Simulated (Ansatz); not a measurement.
# V(110) / 1 layer Mo(110) / V(110): resistance against film thickness, part 2 of 2

Aim: what a thin film of another metal adds to the resistance, first V(110) / 1 layer Mo(110) / V(110).

Ansatz 0.2.0; Ansatz plane-wave DFT, PBE, PAW files; ballistic transport by layer matching (Landauer), zero bias.

So far. Step 4 (With 5 layers, k-mesh 15×15×1, film layers 5): The conductance of the junction is 8.2e14 S/m², 10 % under the 9.1e14 S/m² of the last finished run, no more than the error estimates, leads' steps apart, of 5.3 and 6.5 % together.

### Step 5. With 7 layers, k-mesh 15×15×1, film layers 7

The stack now holds 7 film layers; the k-mesh follows the cell, and the energies span -0.27 to 0.27 eV.

System of this step: V(110) / 7 layers Mo(110) / V(110). The cell holds 15 atoms: 8 V and 7 Mo. Cell: a = 2.621 Å, b = 2.621 Å, c = 33.999 Å, α = 88.5°, β = 88.5°, γ = 109.5°. It derives from V and Mo. Regions: lead, 8 atoms (8 V); films, 7 atoms (7 Mo). The structure is stacked along c, and the current runs across the ab planes.

Contents of input.yaml:

```yaml
crystal:
  lattice:
    - [1.513, -2.1397051199, 0.0]
    - [1.513, 2.1397051199, 0.0]
    - [1.513, 0.0, 33.9651393492]
  atoms:
    - { symbol: V, position: [0.9842507262, 0.9842507262, 0.0314985476] }
    - { symbol: V, position: [0.4527521785, 0.4527521785, 0.0944956429] }
    - { symbol: V, position: [0.9212536309, 0.9212536309, 0.1574927382] }
    - { symbol: V, position: [0.3897550833, 0.3897550833, 0.2204898335] }
    - { symbol: Mo, position: [0.8562906938, 0.8562906938, 0.2874186124] }
    - { symbol: Mo, position: [0.3208604625, 0.3208604625, 0.3582790749] }
    - { symbol: Mo, position: [0.7854302313, 0.7854302313, 0.4291395375] }
    - { symbol: Mo, position: [0.25, 0.25, 0.5] }
    - { symbol: Mo, position: [0.7145697687, 0.7145697687, 0.5708604625] }
    - { symbol: Mo, position: [0.1791395375, 0.1791395375, 0.6417209251] }
    - { symbol: Mo, position: [0.6437093062, 0.6437093062, 0.7125813876] }
    - { symbol: V, position: [0.1102449167, 0.1102449167, 0.7795101665] }
    - { symbol: V, position: [0.5787463691, 0.5787463691, 0.8425072618] }
    - { symbol: V, position: [0.0472478215, 0.0472478215, 0.9055043571] }
    - { symbol: V, position: [0.5157492738, 0.5157492738, 0.9685014524] }
kpoints:
  mp_grid: { grid: [15, 15, 1] }
hamiltonian:
  xc: pbe
scf:
  occupations: { method: fermi_dirac, width: 0.1 }
output:
  transmission:
    leads: [[0, 1]]
    kmesh: [30, 30]
    e_range: [-0.27, 0.27]
    de: 0.036
  write_potential: true
  write_density: true
  volumetric_format: npy
```

Command:

```sh
$ ansatz run input.yaml --threads 4 --pin off --max-ram 8192MiB --backend cpu --events-out ev --progress --plain --runs-dir out
```

Numbers of over 12 decimals in the logs are rounded to 6 here.

Log:

```text
[...]
Crystal: 15 atoms, lattice volume = 219.916 Å³
Basis set: ecut = 420 eV, 4307 PW (Γ)
Bands: 122, of which v1, the nominal top of the filled ones, is band 101 counted from 1 (100 counted from 0)
Symmetry: 4 space group operations
k-points: 64 of 225
[...]
--- Transmission ---
  basis      : 63 plane waves across, 50 finite elements along
  points     : 241, standing for a mesh of 30 x 30
[...]
filled         : 23.7 meV over the level at which it is neutral
    channels       : 1.665556e0 a spin
[...]
slowest decay  : 0.0892 /Å at (0.5000, 0.1667)
  junction   : crystal 0 to crystal 0, 0.70 to 32.52 Å
    transmission   : 6.815486e-1 a spin
[...]
resistance     : 7.0918e-4 Ω µm² beyond half of each lead's own
[key lines of the parts left out:]
SCF converged after 9 iterations
Free energy (F): -57991.248072 eV
Fermi energy:    18.543223 eV
```

It took 2.8 min on 4 threads of Arm Neoverse V1, shared host; peak memory 1.6 GiB; 10 min of CPU time.

This step gave:

- free energy: -57991.2481 eV
- energy at zero smearing: -57990.9511 eV
- Fermi energy: 18.54 eV
- step of the lead's potential: 5.4 meV
- estimated errors of the lead's conductance: 0, 3.9, 2.2 % (band edges, k-mesh, distance from neutral)
- conductance of the junction: 8.28e14 S/m²
- junction conductance per cell: 0.6922 G₀
- estimated errors of the junction's conductance: 0.1, 0.3, 6.2, 5.5, 1.4 % (energy step, band edges, k-mesh, leads' steps, distance from neutral)
- area resistance that the stack adds (contact term taken off, spin by spin): 0.7092 fΩ m²

Per spin. Table of transmission, zone mean by energy, zero at the Fermi level:

| energy (eV) | transmission, zone mean |
| --- | --- |
| -0.270 | 0.642 |
| -0.234 | 0.695 |
| -0.198 | 0.717 |
| -0.162 | 0.725 |
| -0.126 | 0.736 |
| -0.090 | 0.718 |
| -0.054 | 0.717 |
| -0.018 | 0.706 |
| 0.018 | 0.682 |
| 0.054 | 0.671 |
| 0.090 | 0.658 |
| 0.126 | 0.644 |
| 0.162 | 0.616 |
| 0.198 | 0.595 |
| 0.234 | 0.563 |
| 0.270 | 0.547 |

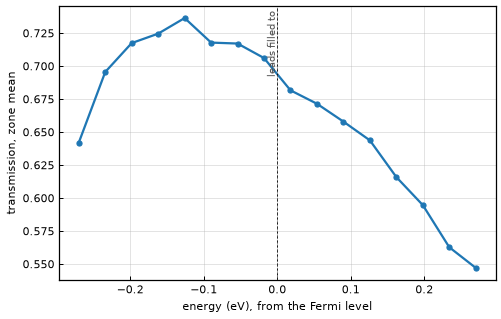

Transmission, zone mean, plotted against energy.

The conductance of the junction is 8.3e14 S/m², 1.4 % over the 8.2e14 S/m² of the last finished run, within the error estimates, leads' steps apart, of 6.5 and 6.2 %.

### Step 6. With 9 layers, k-mesh 15×15×1, film layers 9

The stack now holds 9 film layers; the k-mesh follows the cell, and the energies span -0.27 to 0.27 eV.

System of this step: V(110) / 9 layers Mo(110) / V(110). The cell holds 17 atoms: 8 V and 9 Mo. Its edges and angles: a = 2.621 Å, b = 2.621 Å, c = 38.808 Å, α = 88.7°, β = 88.7°, γ = 109.5°. It derives from V and Mo. Regions: lead, 8 atoms (8 V); films, 9 atoms (9 Mo). The structure is stacked along c, and the current runs across the ab planes.

Contents of input.yaml:

```yaml
crystal:
  lattice:
    - [1.513, -2.1397051199, 0.0]
    - [1.513, 2.1397051199, 0.0]
    - [1.513, 0.0, 38.7787103179]
  atoms:
    - { symbol: V, position: [0.9862056712, 0.9862056712, 0.0275886576] }
    - { symbol: V, position: [0.4586170136, 0.4586170136, 0.0827659727] }
    - { symbol: V, position: [0.9310283561, 0.9310283561, 0.1379432878] }
    - { symbol: V, position: [0.4034396985, 0.4034396985, 0.193120603] }
    - { symbol: Mo, position: [0.8741292175, 0.8741292175, 0.2517415649] }
    - { symbol: Mo, position: [0.3430969131, 0.3430969131, 0.3138061737] }
    - { symbol: Mo, position: [0.8120646088, 0.8120646088, 0.3758707825] }
    - { symbol: Mo, position: [0.2810323044, 0.2810323044, 0.4379353912] }
    - { symbol: Mo, position: [0.75, 0.75, 0.5] }
    - { symbol: Mo, position: [0.2189676956, 0.2189676956, 0.5620646088] }
    - { symbol: Mo, position: [0.6879353912, 0.6879353912, 0.6241292175] }
    - { symbol: Mo, position: [0.1569030869, 0.1569030869, 0.6861938263] }
    - { symbol: Mo, position: [0.6258707825, 0.6258707825, 0.7482584351] }
    - { symbol: V, position: [0.0965603015, 0.0965603015, 0.806879397] }
    - { symbol: V, position: [0.5689716439, 0.5689716439, 0.8620567122] }
    - { symbol: V, position: [0.0413829864, 0.0413829864, 0.9172340273] }
    - { symbol: V, position: [0.5137943288, 0.5137943288, 0.9724113424] }
kpoints:
  mp_grid: { grid: [15, 15, 1] }
hamiltonian:
  xc: pbe
scf:
  occupations: { method: fermi_dirac, width: 0.1 }
output:
  transmission:
    leads: [[0, 1]]
    kmesh: [30, 30]
    e_range: [-0.27, 0.27]
    de: 0.036
  write_potential: true
  write_density: true
  volumetric_format: npy
```

Log:

```text
[...]
Crystal: 17 atoms, lattice volume = 251.082 Å³
Basis set: ecut = 420 eV, 4919 PW (Γ)
Bands: 138, of which v1, the nominal top of the filled ones, is band 115 counted from 1 (114 counted from 0)
Symmetry: 4 space group operations
k-points: 64 of 225
[...]
--- Transmission ---
  basis      : 63 plane waves across, 58 finite elements along
  points     : 241, standing for a mesh of 30 x 30
[...]
filled         : 22.6 meV over the level at which it is neutral
    channels       : 1.665556e0 a spin
[...]
slowest decay  : 0.0881 /Å at (0.5000, 0.1667)
  junction   : crystal 0 to crystal 0, 0.70 to 37.34 Å
    transmission   : 6.566002e-1 a spin
[...]
resistance     : 7.6029e-4 Ω µm² beyond half of each lead's own
[key lines of the parts left out:]
SCF converged after 9 iterations
Free energy (F): -67903.087345 eV
Fermi energy:    18.868090 eV
```

It took 3.5 min on 4 threads; peak memory 2 GiB; 13 min of CPU time.

This step gave:

```yaml
free_energy: -67903.0873 eV
energy_at_zero_smearing: -67902.7660 eV
fermi_energy: 18.87 eV
step_of_the_lead_s_potential: 5.7 meV
estimated_errors_of_the_lead_s_conductance: 0, 3.9, 2.1 % (band edges, k-mesh, distance from neutral)
lead_conductance_per_cell: 1.679 G₀
conductance_of_the_junction: 7.95e14 S/m²
junction_conductance_per_cell: 0.6643 G₀
estimated_errors_of_the_junction_s_conductance: 0.2, 0, 5.9, 5.5, 0.9 % (energy step, band edges, k-mesh, leads' steps, distance from neutral)
area_resistance_that_the_stack_adds_contact_term_taken_off_spin_by_spin: 0.7603 fΩ m²
```

Per spin. The transmission, zone mean by energy, zero at the Fermi level:

| energy (eV) | transmission, zone mean |
| --- | --- |
| -0.270 | 0.645 |
| -0.234 | 0.690 |
| -0.198 | 0.706 |
| -0.162 | 0.718 |
| -0.126 | 0.713 |
| -0.090 | 0.687 |
| -0.054 | 0.675 |
| -0.018 | 0.667 |
| 0.018 | 0.657 |
| 0.054 | 0.659 |
| 0.090 | 0.631 |
| 0.126 | 0.605 |
| 0.162 | 0.574 |
| 0.198 | 0.573 |
| 0.234 | 0.552 |
| 0.270 | 0.530 |

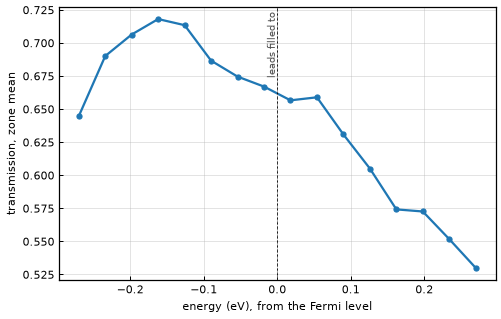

Transmission, zone mean, plotted against energy.

The conductance of the junction is 8.0e14 S/m², 4.0 % under the 8.3e14 S/m² of the last finished run, within the error estimates, leads' steps apart, of 6.2 and 5.9 %.

### Step 7. All levels side by side

Times are for 4 threads of Arm Neoverse V1, shared host. The runs compared:

| no. | film layers | area resistance that the stack adds (contact term taken off, spin by spin) (fΩ m²) | conductance of the junction (S/m²) | time | memory (GiB) |
| --- | --- | --- | --- | --- | --- |
| 1 | 1 | 0.2514 | 1.33e15 | 4 min | 1.1 |
| 2 | 3 | 0.5991 | 9.12e14 | 2.3 min | 1.00 |
| 3 | 5 | 0.7262 | 8.17e14 | 2.7 min | 1.3 |
| 4 | 7 | 0.7092 | 8.28e14 | 2.8 min | 1.6 |
| 5 | 9 | 0.7603 | 7.95e14 | 3.5 min | 2.0 |

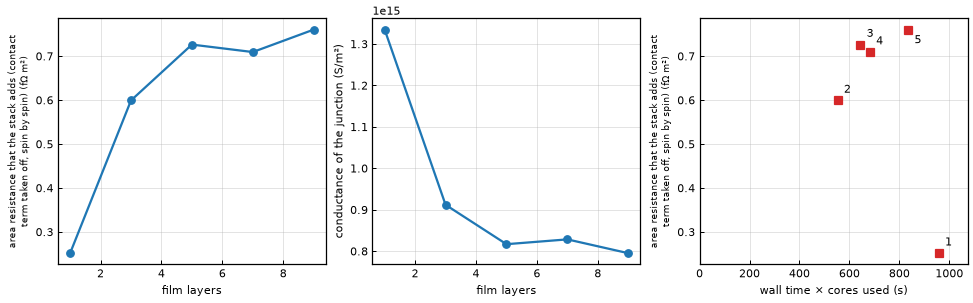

The series as plots; the last panel sets the first result against cost, with the runs numbered as in the table.

### Step 8. With 3 layers

This step: Ansatz plane-wave DFT, PBE, PAW files; ballistic transport by layer matching (Landauer), zero bias; changed: output.transmission.kmesh = [45, 45], output.transmission.e_range = [-0.1, 0.1], output.transmission.de = 0.05 (Ansatz 0.2.0).

System of this step: V(110) / 3 layers Mo(110) / V(110). The cell holds 11 atoms: 8 V and 3 Mo. Cell: a = 2.621 Å, b = 2.621 Å, c = 24.385 Å, α = 87.9°, β = 87.9°, γ = 109.5°. It derives from V and Mo. Regions: lead, 8 atoms (8 V); films, 3 atoms (3 Mo). The structure is stacked along c, and the current runs across the ab planes.

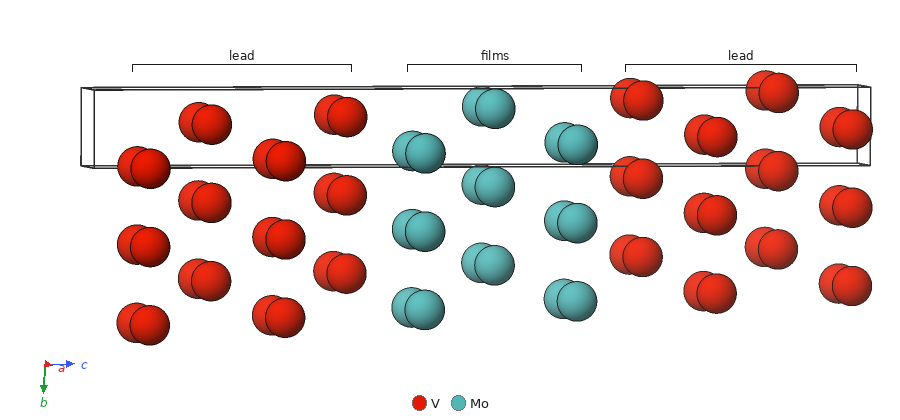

The cell of this step (vanadium red, molybdenum teal). 2×3×1 cells are drawn.

Contents of input.yaml:

```yaml
crystal:
  lattice:
    - [1.513, -2.1397051199, 0.0]
    - [1.513, 2.1397051199, 0.0]
    - [1.513, 0.0, 24.3379974119]
  atoms:
    - { symbol: V, position: [0.978020941, 0.978020941, 0.0439581179] }
    - { symbol: V, position: [0.4340628231, 0.4340628231, 0.1318743537] }
    - { symbol: V, position: [0.8901047052, 0.8901047052, 0.2197905896] }
    - { symbol: V, position: [0.3461465873, 0.3461465873, 0.3077068254] }
    - { symbol: Mo, position: [0.7994450189, 0.7994450189, 0.4011099622] }
    - { symbol: Mo, position: [0.25, 0.25, 0.5] }
    - { symbol: Mo, position: [0.7005549811, 0.7005549811, 0.5988900378] }
    - { symbol: V, position: [0.1538534127, 0.1538534127, 0.6922931746] }
    - { symbol: V, position: [0.6098952948, 0.6098952948, 0.7802094104] }
    - { symbol: V, position: [0.0659371769, 0.0659371769, 0.8681256463] }
    - { symbol: V, position: [0.521979059, 0.521979059, 0.9560418821] }
kpoints:
  mp_grid: { grid: [15, 15, 1] }
hamiltonian:
  xc: pbe
scf:
  occupations: { method: fermi_dirac, width: 0.1 }
output:
  transmission: { leads: [[0, 1]], kmesh: [45, 45], e_range: [-0.1, 0.1], de: 0.05 }
  write_potential: true
  write_density: true
  volumetric_format: npy
```

Log:

```text
[...]
Crystal: 11 atoms, lattice volume = 157.582 Å³
Basis set: ecut = 420 eV, 3083 PW (Γ)
Bands: 88, of which v1, the nominal top of the filled ones, is band 73 counted from 1 (72 counted from 0)
Symmetry: 4 space group operations
k-points: 64 of 225
[...]
SCF iter   1: F=—  HF=-38167.685006 eV  |F-HF|=—  |Δ(HF+E_count)|=         —  Δρ=1.55e-2  dr2=2.04e1  ethr=1.77e-3  ⟨swp⟩=4.8  Hψ=18574  notcnv=0
[...]
SCF iter   8: F=-38167.567512 eV  HF=-38167.567512 eV  |F-HF|=2.37e-8  |Δ(HF+E_count)|=   6.07e-9  Δρ=1.48e-6  dr2=2.52e-8  ethr=6.85e-11  ⟨swp⟩=7.0  Hψ=13912  notcnv=0
SCF 1 converged in 8 iterations: F = -38167.567512 eV  dr2 = 2.52e-8
[...]
transmission: 1806 of 17986 steps passed
transmission: 3598 of 17986 steps passed
[...]
transmission: 17986 of 17986 steps passed
SCF converged after 8 iterations
Free energy (F): -38167.567512 eV
[...]
Internal energy: -38167.068416 eV  (E = F + TS)
E sigma→0 (E₀):  -38167.317964 eV
Entropy (-TS):   -0.499097 eV (-45.372 meV/atom)
Fermi energy:    17.499835 eV
[...]
--- Band table (eV; the first three rows and the last of 64) ---
  k-point 0: bands = [... 69 lower, 17.6232, 17.6940, 17.6943, 17.7257, 17.8100, 17.8383, 17.8735, 18.0254, ... 11 higher]
  k-point 1: bands = [... 69 lower, 17.4893, 17.6131, 17.6217, 17.6843, 17.7803, 17.7985, 17.8840, 18.0902, ... 11 higher]
  k-point 2: bands = [... 69 lower, 17.3827, 17.4176, 17.5137, 17.5634, 17.5712, 17.6573, 17.7357, 17.8291, ... 11 higher]
  k-point 63: bands = [... 69 lower, 17.9255, 18.1905, 18.2939, 18.3132, 18.4859, 18.9439, 19.0408, 19.1064, ... 11 higher]
--- Transmission ---
  basis      : 63 plane waves across, 34 finite elements along
  points     : 529, standing for a mesh of 45 x 45
[...]
channels       : 1.704198e0 a spin
    conductance    : none, the energies end too early or step too widely for 300 K: set another output.transmission.e_range or a lower de, or, where they end at an eighth of basis.ecutwfc, a higher one
    slowest decay  : 0.0188 /Å at (-0.2667, 0.1111)
  junction   : crystal 0 to crystal 0, 0.70 to 22.90 Å
    transmission   : 7.603215e-1 a spin
[...]
```

It took 1.8 min on 4 threads; peak memory 1 GiB; 6.6 min of CPU time.

This step gave:

```
free energy                  : -38167.5675 eV
energy at zero smearing      : -38167.3180 eV
Fermi energy                 : 17.50 eV
step of the lead's potential : 6.1 meV
```

Per spin. Transmission, zone mean against energy, zero at the Fermi level:

| energy (eV) | transmission, zone mean |
| --- | --- |
| -0.1000 | 0.815 |
| -0.0500 | 0.787 |
| 0.0000 | 0.760 |
| 0.0500 | 0.731 |
| 0.1000 | 0.707 |

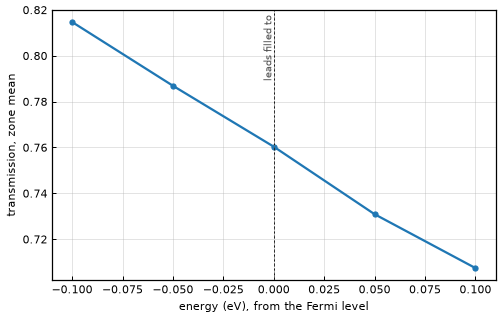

Transmission, zone mean, plotted against energy.

With these settings the solved energies don't cover or resolve the Fermi function, so the program prints no conductance.

### Step 9. Results

| Property | Result |
| --- | --- |
| area resistance, 1 layer | 0.251 fΩ m² |
| area resistance, 3 layers | 0.599 fΩ m² |
| area resistance, 5 layers | 0.726 fΩ m² |
| area resistance, 7 layers | 0.709 fΩ m² |
| area resistance, 9 layers | 0.760 fΩ m² |

In words: The stack adds 0.25 fΩ m² with 1 layer and 0.76 fΩ m² with 9. From 3 to 9 layers it grows by 27 %, though no single step exceeds the two runs' error estimates together; nothing scatters inside a perfect film, so this is no ohmic growth. Atoms sit on ideal sites and aren't relaxed. Mo(110) is compressed by 3.8 % in plane to fit V(110).

[Logs are printed without paths, hosts, clocks, repeated set-up lines and the standing remarks that a program may print on its own settings, such as how far it seeks lower states.]

[Hosts, paths, dates, database ids (printed as entryN), source tags and the programs' standing remarks are cut or masked in the printed files.]
